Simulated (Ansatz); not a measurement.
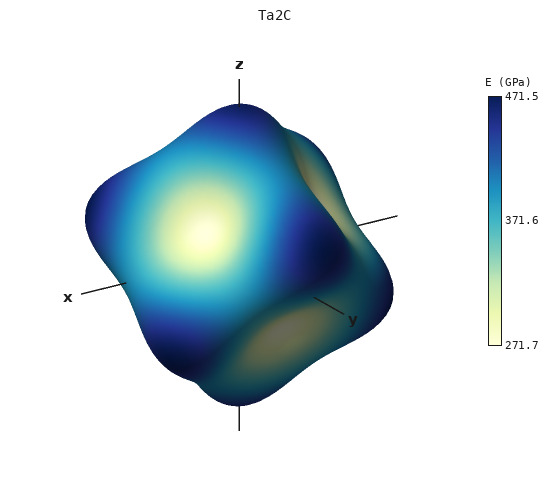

Caption: Young's modulus as a surface whose radius and colour give its value in each direction for Ta₂C, space group P-3m1 (No. 164).

Over all directions E runs from 272 to 471 GPa, a ratio of 1.74. E is 394 GPa along x, 394 GPa along y and 464 GPa along z, and 288 GPa along the body diagonal x + y + z. The Hill averages are K = 271 GPa and G = 150 GPa, Poisson's ratio 0.27; K/G = 1.81.

Calculation (Ansatz 0.2.0): elastic stress-strain coefficients at zero temperature from small strains of the given cell, Voigt order xx yy zz yz xz xy, Cartesian axes of the cell vectors; plane waves with PAW datasets, Γ-centred k mesh. Level: r2SCAN, no spin polarisation.

wave cutoff 500 eV; k mesh 18×18×10; occupations Fermi–Dirac; smearing width 0.15 eV; ions relaxed; strain amplitude 0.005.

Starting cell:
```
CELL_PARAMETERS angstrom
3.11085 0.00000 0.00000
-1.55542 2.69407 0.00000
0.00000 0.00000 4.94230
ATOMIC_POSITIONS crystal
Ta 0.33333 0.66667 0.25344
Ta 0.66667 0.33333 0.74656
C 0.00000 0.00000 0.00000
```

Limits of the calculation: metal sensitive to the k mesh.

Input of the run:
```
crystal:
  lattice:
    - [3.1108465621, 0.0, 0.0]
    - [-1.5554232811, 2.69407215, 0.0]
    - [0.0, 0.0, 4.942297812]
  atoms:
    - { symbol: Ta, position: [0.3333333333, 0.6666666667, 0.2534420307] }
    - { symbol: Ta, position: [0.6666666667, 0.3333333333, 0.7465579693] }
    - { symbol: C, position: [0.0, 0.0, 0.0] }
basis:
  ecutwfc: 500
kpoints:
  mp_grid: { grid: [18, 18, 10] }
hamiltonian:
  xc: r2scan
scf:
  occupations: { method: fermi_dirac, width: 0.15 }
output:
  forces: true
  stress: true
  eigenvalues: true
elastic:
  mode: relaxed_ion
  amplitude: 0.005
  stencil: two_point
```

Run as:
```bash
ansatz run input.yaml --threads 1 --pin off --max-ram 3072MiB --backend cpu --events-out ev --progress --plain --runs-dir out
```
